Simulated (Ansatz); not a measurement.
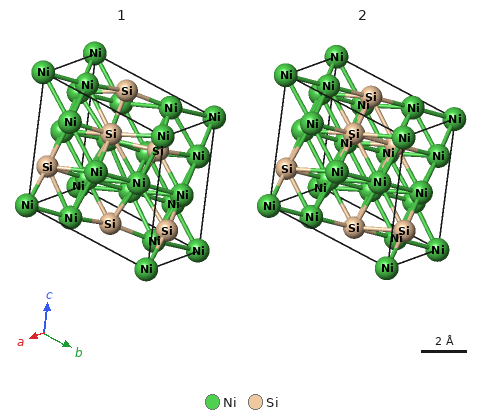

Two geometries of solid SiNi$_{3}$ (a generated structure, set up in P1) (coarse preliminary run), drawn at one scale. One is the start of a relaxation, the other its converged end. Style: ball-and-stick. Shown: the cell of the calculation, slightly off an axis.

All numbers below come from DFT PBE, scalar-relativistic, plane waves, PAW in Ansatz 0.2.0. (plane-wave cutoff 420 eV; k-point mesh 3 × 3 × 3; occupations gaussian; smearing width 0.1 eV; no spin polarisation; cell and atoms relaxed; force threshold 0.04 eV/Å; at most 50 steps)

Which geometry has the lower energy?

Answer. Structure 1 is the relaxed one. Case: Ni and Si exchanged on 3 pairs of sites drawn at random in a supercell of the crystal. Over 5 accepted moves (6 points after the start) the energy falls by 1.506 eV per cell of the calculation. The largest force component goes from 2.5 to 0.008 eV/Å. The pressure goes from 3.00 to −0.01 GPa. The SCF was repeated once at an unchanged geometry on a basis and grid sized afresh for the cell, which shifted the energy by 1.2 meV per cell of the calculation at most. The largest moves relative to the cell, 0.30 Å, are those of Si atoms. By element the largest moves are Si 0.30 Å, Ni 0.27 Å. The drawn cell changes as follows: a 6.073 → 6.058 Å (−0.3 %), b = c 6.073 → 6.175 Å (+1.7 %), α 109.5° → 110.1°; the volume changes by +2.1 %. Among the contacts that change: Si–Si 2.463 → 3.073 Å, Si–Si 2.461 → 2.846 Å, Si–Si 2.486 → 2.846 Å, Ni–Ni 2.420 → 2.755 Å. The space group (tolerance 0.01 Å) goes from P1 (No. 1) to Fmm2 (No. 42).

Limits of the set-up: an element that often carries a moment was run without spin polarisation.
